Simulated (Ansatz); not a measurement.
**Sn: single-point calculation**

- system: Sn (slab, 5 atoms in the cell)
- method: DFT PBE, scalar-relativistic, plane waves, PAW, no spin polarisation (Ansatz 0.2.0)

The structure derives from an entry of the Crystallography Open Database. It belongs to a series of runs on one base structure; here: repeats removed: 1. Figures and captions count atoms from 1; the log counts them from 0 in places.

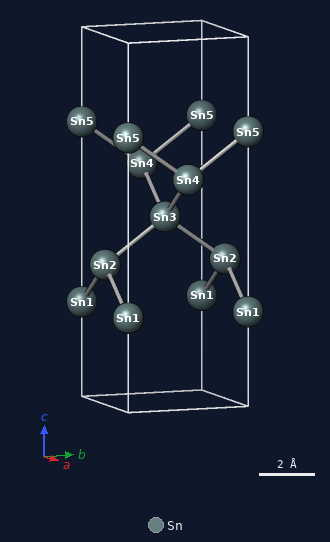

Figure 1. The input geometry (ball-and-stick view of the cell of the calculation, with the vacuum cut short, seen slightly off an axis; atoms are numbered from 1 in the order of the input). An atom can appear more than once, as a periodic image.

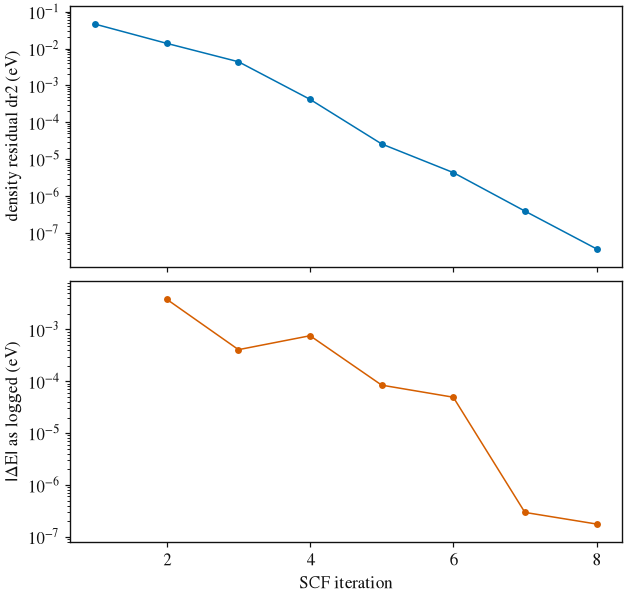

Figure 2. Convergence of the self-consistent field: density residual dr2 and size of the energy change against the SCF iteration. The residual falls at every step.

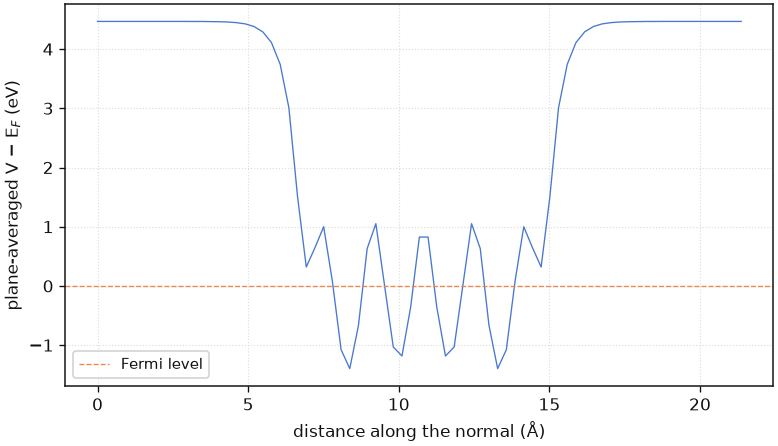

Figure 3. Plane average of the electrostatic potential energy of an electron across the cell, from the Fermi level. The vacuum level lies 4.47 eV above the Fermi level.

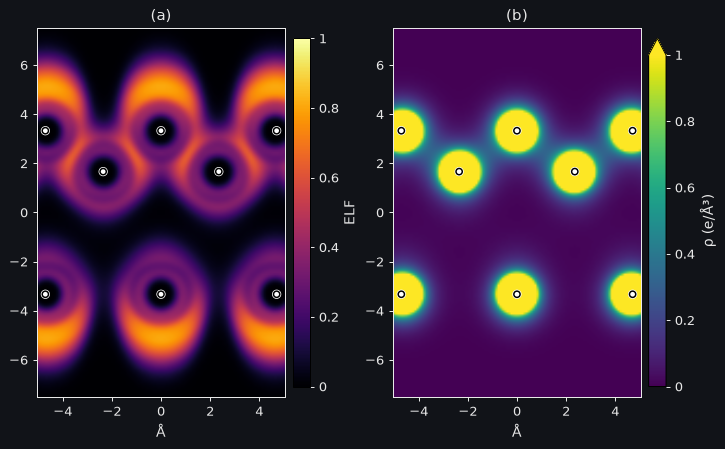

Figure 4. (a) electron localisation function; (b) valence charge density (pseudo) on the (100) plane of the calculation cell, a cut from vacuum to vacuum. Circles mark the nuclei in the plane (Sn). Atoms in the plane: Sn. Sn–Sn (2.88 Å): ρ is about 0.32 e/Å³ halfway; the ELF peaks at about 0.60 between the atoms. The density dies away to nearly zero in the vacuum. In a PAW calculation such maps are meaningful between the atoms, not at the nuclei.

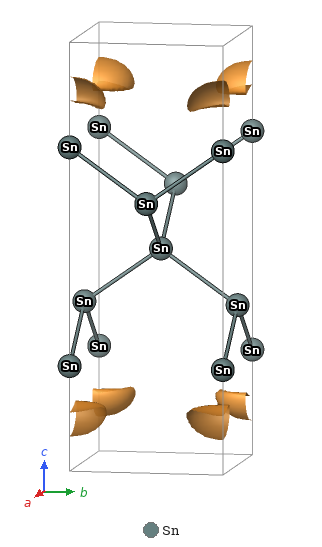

Figure 5. Isosurface of the electron localisation function at 0.7 (orange), seen slightly off an axis. Core shells and regions of very low density are left out. Sticks mark near contacts. Values along the shortest contacts: Sn–Sn (2.88 Å): the ELF peaks at about 0.60 between the atoms.

The input that produced these results follows, with the program's output.

### Input file
```yaml
crystal:
  lattice:
    - [4.7067117294, 0.0, 0.0]
    - [0.0, 4.7067117294, 0.0]
    - [0.0, 0.0, 21.6562955619]
  atoms:
    - { symbol: Sn, position: [0.0, 0.0, 0.3463196177] }
    - { symbol: Sn, position: [0.5, 0.0, 0.4231598089] }
    - { symbol: Sn, position: [0.5, 0.5, 0.5] }
    - { symbol: Sn, position: [0.0, 0.5, 0.5768401911] }
    - { symbol: Sn, position: [0.0, 0.0, 0.6536803823] }
basis:
  ecutwfc: 420
kpoints:
  mp_grid: { grid: [8, 8, 1] }
hamiltonian:
  xc: pbe
scf:
  occupations: { method: gaussian, width: 0.1 }
output:
  forces: true
  stress: true
  eigenvalues: true
  write_density: true
  write_potential: true
  elf: true
  volumetric_format: npy
efield:
  axis: 3
  dipole_correction: true
  ramp_width: 0.04
```

Command:
```bash
ansatz run input.yaml --threads 1 --pin off --max-ram 2560MiB --backend cpu --events-out ev --progress --plain --runs-dir out
```

### What the program printed
```
Engine: ansatz 0.2.0, aarch64-unknown-linux-gnu
Pseudopotentials: kind: paw
Pseudopotential: Sn, paw, valence charge 14, recommended cutoff 420 eV (normal), Sn.paw.azcp
Functional definition: PBE
  parameter kappa = 0.804
  parameter beta = 0.06672455060314922
  exchange = pbe_x(kappa = kappa, mu = beta*pi^2/3)
  correlation = pbe_c(beta = beta)
Crystal: 5 atoms, lattice volume = 479.755 Å³
Basis set: ecut = 420 eV, 9345 PW (Γ), exchange–correlation on 64×64×300 points (8 copies of the dense FFT grid, shifted against one another)
Bands: 42, of which v1, the nominal top of the filled ones, is band 35 counted from 1 (34 counted from 0)
Symmetry: 4 space group operations
k-points: 25 of 64
Non-local potential: Sn, projectors of the file, l = 0: 2, l = 1: 2, l = 2: 2, l = 3: 2
PAW form: soft (Blöchl's): semilocal exchange-correlation on the pseudo side does not see the compensation charge
PAW one-centre angular grid: Sn, 590 points (default); XC on 64 Gauss nodes
Initial density: superposition of atomic densities (neutral atoms: chi_scale 0, normalization atom), corrected by the library's trained network
Initial wavefunctions: pseudopotential atomic-orbital guess
Functional: x = pbe(κ = 0.804, μ = 0.2195149727645171), c = pbe(β = 0.06672455060314922)
SCF iter   1: F=—  HF=-30118.648007 eV  |F-HF|=—  |Δ(HF+E_count)|=         —  Δρ=1.30e-3  dr2=4.58e-2  ethr=1.77e-3  p=0.000 e·Å  D=6.14e-14 V/Å  ΔV_dip=-0.00 eV  dr2_dipole=1.16e-8  V_vac-E_F(+/−)=4.52/4.52 eV  ⟨swp⟩=8.8  Hψ=4786  notcnv=0
efield: sawtooth ramp at fractional position 0.9800 (placed from the atoms, in the widest stretch of the axis that holds none; the zero of the levels goes with the place), width 0.0400; the density the first Hamiltonian is built on has a dipole p = 0.000 e·Å; the dipole correction subtracts the counter field D = 6.14e-14 V/Å, which shifts the + side's vacuum level by -0.00 eV against the − side's; the planar-averaged density in the ramp window peaks in size at 5.3e-6 e/Å³
preconditioner: auto → LDOS  [metal: Δε(μ)=0.054 eV  Ē_g=6.250 eV  σ=0.100 eV  W_gap=0.29  n_scr=76 (ndim 8)  ℏωp=7.6 eV  f_vac=0.551  D(μ)=6.69/eV (n_scr^D=30)  β→1.0]
SCF iter   2: F=—  HF=-30118.644191 eV  |F-HF|=—  |Δ(HF+E_count)|=   3.82e-3  Δρ=6.95e-4  dr2=1.38e-2  ethr=6.55e-5  p=0.000 e·Å  D=2.70e-6 V/Å  ΔV_dip=-0.00 eV  dr2_dipole=9.86e-9  V_vac-E_F(+/−)=4.51/4.51 eV  ⟨swp⟩=2.3  Hψ=1657  notcnv=0  defer=24
SCF iter   3: F=—  HF=-30118.643784 eV  |F-HF|=—  |Δ(HF+E_count)|=   4.08e-4  Δρ=5.48e-4  dr2=4.39e-3  ethr=1.97e-5  p=-0.000 e·Å  D=-9.82e-7 V/Å  ΔV_dip=0.00 eV  dr2_dipole=4.54e-10  V_vac-E_F(+/−)=4.49/4.49 eV  ⟨swp⟩=2.0  Hψ=1757  notcnv=0  defer=24
SCF iter   4: F=—  HF=-30118.643025 eV  |F-HF|=—  |Δ(HF+E_count)|=   7.58e-4  Δρ=2.37e-4  dr2=4.20e-4  ethr=6.27e-6  p=-0.000 e·Å  D=-5.70e-7 V/Å  ΔV_dip=0.00 eV  dr2_dipole=9.42e-10  V_vac-E_F(+/−)=4.47/4.47 eV  ⟨swp⟩=2.0  Hψ=1862  notcnv=0  defer=24
SCF iter   5: F=—  HF=-30118.642941 eV  |F-HF|=—  |Δ(HF+E_count)|=   8.43e-5  Δρ=4.31e-5  dr2=2.60e-5  ethr=6.00e-7  p=-0.000 e·Å  D=-6.33e-7 V/Å  ΔV_dip=0.00 eV  dr2_dipole=1.99e-10  V_vac-E_F(+/−)=4.47/4.47 eV  ⟨swp⟩=2.0  Hψ=1892  notcnv=0  defer=24
SCF iter   6: F=—  HF=-30118.642990 eV  |F-HF|=—  |Δ(HF+E_count)|=   4.93e-5  Δρ=1.67e-5  dr2=4.36e-6  ethr=3.71e-8  p=-0.000 e·Å  D=-3.21e-7 V/Å  ΔV_dip=0.00 eV  dr2_dipole=7.22e-13  V_vac-E_F(+/−)=4.47/4.47 eV  ⟨swp⟩=2.0  Hψ=1277  notcnv=0  defer=26
SCF iter   7: F=—  HF=-30118.642991 eV  |F-HF|=—  |Δ(HF+E_count)|=   2.95e-7  Δρ=7.28e-6  dr2=3.95e-7  ethr=6.23e-9  p=-0.000 e·Å  D=-1.65e-7 V/Å  ΔV_dip=0.00 eV  dr2_dipole=4.54e-13  V_vac-E_F(+/−)=4.47/4.47 eV  ⟨swp⟩=2.0  Hψ=1521  notcnv=0  defer=26
SCF iter   8: F=-30118.642991 eV  HF=-30118.642991 eV  |F-HF|=4.46e-8  |Δ(HF+E_count)|=   1.76e-7  Δρ=2.08e-6  dr2=3.74e-8  ethr=1.43e-10  p=-0.000 e·Å  D=-8.11e-8 V/Å  ΔV_dip=0.00 eV  dr2_dipole=2.79e-14  V_vac-E_F(+/−)=4.47/4.47 eV  ⟨swp⟩=18.6  Hψ=9050  notcnv=0
SCF 1 converged in 8 iterations: F = -30118.642991 eV  dr2 = 3.74e-8
  greatest PAW one-centre occupation: 0.991 electrons in one spin orbital (limit 2), on the Sn atom at site 0 (counted from 0), in its partial waves of l = 2
WARN: The output density's exchange-correlation potential varies sharply where the density is thin. Do not read a vacuum level from v_tot or v_xc, or from such a field of the output density. On a cell that repeats whose density bears no net charge and no dipole along the vacuum's axis use v_es (v_loc + v_h of the components); under efield.dipole_correction with no amplitude use v_es + v_field, which holds any external_charges[].barrier, or the levels of the report's work_function block, which leave it out; under a non-zero efield.amplitude the vacuum is tilted and has no level; on a cell that repeats and bears such a dipole with no correction it is tilted too, and efield.dipole_correction with no amplitude gives each side of its ramp a level where efield: is served; in a cell that repeats whose density bears a net charge (total_charge, or a fill off its count) it is curved and has none; of a slab under crystal.periodic whose density bears no net charge use v_es, which has a level on each side, short of where the two are joined; of another it falls or rises all the way out and has none; of a slab beside external_charges read slab_vacuum_level instead, which it has where they leave it neutral. The grid or the basis barely resolves most such structure, and the values can differ between equally converged runs; as a rule a tighter scf.convergence.dr2_threshold does not remove it. Where the density itself ripples (under the LDA too) a higher basis.ecutwfc lessens it. The files hold the spikes' plane waves up to the density's cutoff. Files: v_tot_of_output_density and the like, and their columns of v_z.tsv (output.write_potential); v_xc_of_output_density and the like, and their columns of v_comp_z.tsv (output.write_potential_components). Measured: with its Gaussian average of σ = 0.25 Å subtracted twice, the exchange-correlation potential is over 0.1 eV at 106 of the grid points where the equally averaged density (valence and model cores) is under 1e-3 e/Å³, and 1.13 eV at the most among them, at an averaged density of 3.1e-8 e/Å³. The input density's (outcome.potential() and, of a run that writes arrays, v_tot and v_xc) is over 0.1 eV, so measured, at 15 points of its own thin density, 0.141 eV at the most. See output.write_potential in the manual, Limitations
SCF converged after 8 iterations
Free energy (F): -30118.642991 eV
Harris-Foulkes:  -30118.642991 eV  (|F-HF|=4.46e-8)
Internal energy: -30118.608925 eV  (E = F + TS)
E sigma→0 (E₀):  -30118.625958 eV
Entropy (-TS):   -0.034066 eV (-6.813 meV/atom)
Fermi energy:    -0.208439 eV
Dipole field:    D = 0.000000 V/Å  (p = 0.000000 e·Å, saw-weighted, corrected)
Work function:   Φ+ = 4.4673 eV   Φ− = 4.4673 eV
Levels:          The Fermi level and band energies are counted from a zero that moves with the ramp; work functions are not
--- Per-component energies (eV) ---
  E_band       = -1144.098407
  E_kinetic    = 928.186452
  E_local      = -33800.491417  (includes V_loc(G=0)·N_el)
  E_nonlocal   = -162.026654
  E_hartree    = 17069.383967
  E_xc         = -1907.956883
  E_vxc        = -473.347802  (∫ρ·V_xc dr)
  E_paw        = -20680.628432  (= ΣΔE_a)
  E_vpaw       = -1775.172161  (= ΣTr[D̂ρ^β])
  E_aug_tail   = -0.000002  (compensation charges beyond the density's cutoff)
  E_efield     = 0.000000  (sawtooth field / dipole correction)
  E_vefield    = 0.000000  (∫n·V_field dr)
  E_ewald      = 8434.924045
  E_smearing   = -0.034066  (= −TS)
  E_closure    = -0.000000  (closes the sum)
  Σ components = -30118.642991   (vs F -30118.642991, Δ=0.00e0)
--- Forces (eV/Å), atoms counted from 1 ---
  atom   1  Sn     0.00000000     0.00000000    -0.01117740
  atom   2  Sn     0.00000000     0.00000000    -0.04672888
  atom   3  Sn     0.00000000     0.00000000     0.00000006
  atom   4  Sn     0.00000000     0.00000000     0.04672856
  atom   5  Sn     0.00000000     0.00000000     0.01117767
  max |Σ_I F_I| component: 3.98e-9 eV/Å
--- Stress (GPa, compression-positive) ---
       -0.213658       0.000000       0.000000
        0.000000      -0.213658       0.000000
        0.000000       0.000000       0.076774
  P = ⅓ Tr σ = -0.1168 GPa (-1.168 kbar)
--- Band table (eV; the first three rows and the last of 25) ---
  k-point 0: bands = ["-21.4774", "-21.4767", "-21.4706", "-21.4706", "-21.4147", "-21.4147", "-21.4129", "-21.4092", "-21.4084", "-21.4084", "-21.4035", "-21.3935", "-21.3380", "-21.3218", "-21.3159", "-21.1020", "-21.0711", "-21.0615", "-21.0548", "-21.0483", "-21.0483", "-21.0283", "-21.0194", "-21.0000", "-21.0000", "-9.5862", "-8.5307", "-6.9305", "-4.8033", "-2.5415", "-1.6638", "-1.6638", "-0.6375", "-0.6375", "0.3756", "1.0684", "1.3152", "1.4374", "1.4374", "1.5718", "1.8305", "3.8219"]
  k-point 1: bands = ["-21.4825", "-21.4783", "-21.4719", "-21.4662", "-21.4170", "-21.4165", "-21.4138", "-21.4098", "-21.4090", "-21.4047", "-21.3994", "-21.3881", "-21.3367", "-21.3219", "-21.3135", "-21.1039", "-21.0795", "-21.0677", "-21.0587", "-21.0474", "-21.0405", "-21.0263", "-21.0256", "-20.9994", "-20.9899", "-9.4986", "-8.4646", "-6.9149", "-4.9051", "-2.9547", "-1.9438", "-1.5919", "-0.8177", "-0.6138", "0.1989", "1.0254", "1.3082", "1.4547", "1.5521", "2.0097", "2.4630", "3.4675"]
  k-point 2: bands = ["-21.4871", "-21.4812", "-21.4749", "-21.4612", "-21.4204", "-21.4152", "-21.4147", "-21.4101", "-21.4099", "-21.4006", "-21.3919", "-21.3821", "-21.3336", "-21.3235", "-21.3106", "-21.1089", "-21.0883", "-21.0733", "-21.0653", "-21.0471", "-21.0409", "-21.0230", "-21.0225", "-20.9980", "-20.9803", "-9.2454", "-8.3057", "-6.8967", "-5.1890", "-3.8316", "-2.2405", "-1.3899", "-0.9321", "-0.5761", "-0.3067", "0.5533", "1.3681", "1.4900", "1.5701", "2.9614", "3.5919", "3.6972"]
  k-point 24: bands = ["-21.4857", "-21.4824", "-21.4739", "-21.4642", "-21.4642", "-21.4172", "-21.4172", "-21.4123", "-21.3943", "-21.3640", "-21.3545", "-21.3545", "-21.3505", "-21.3256", "-21.3054", "-21.1363", "-21.1099", "-21.1099", "-21.0570", "-21.0570", "-21.0420", "-21.0287", "-21.0074", "-20.9676", "-20.9676", "-7.1305", "-7.0097", "-7.0097", "-6.6399", "-6.6049", "-2.3227", "-2.2500", "-2.2500", "-1.1220", "-0.5942", "-0.3815", "-0.3815", "1.8401", "2.3961", "2.3961", "3.2077", "4.2030"]
```

### Key numbers

- outcome: converged
- electrons treated: 70
- free energy: −30118.6430 eV
- work function, top face: 4.47 eV
- work function, bottom face: 4.47 eV
- Fermi energy: −0.208 eV
- gap on the k-point mesh: none (metallic)
- work function (upper face): 4.47 eV
- largest force (length of the vector): 0.047 eV/Å
- hardware: 1 thread of Arm Neoverse V1, 24 GiB of memory available, shared host
- wall time: 59 s
- peak memory: 0.69 GiB

### Remarks

Warnings of the run: the exchange-correlation potential is rough where the density is thin.
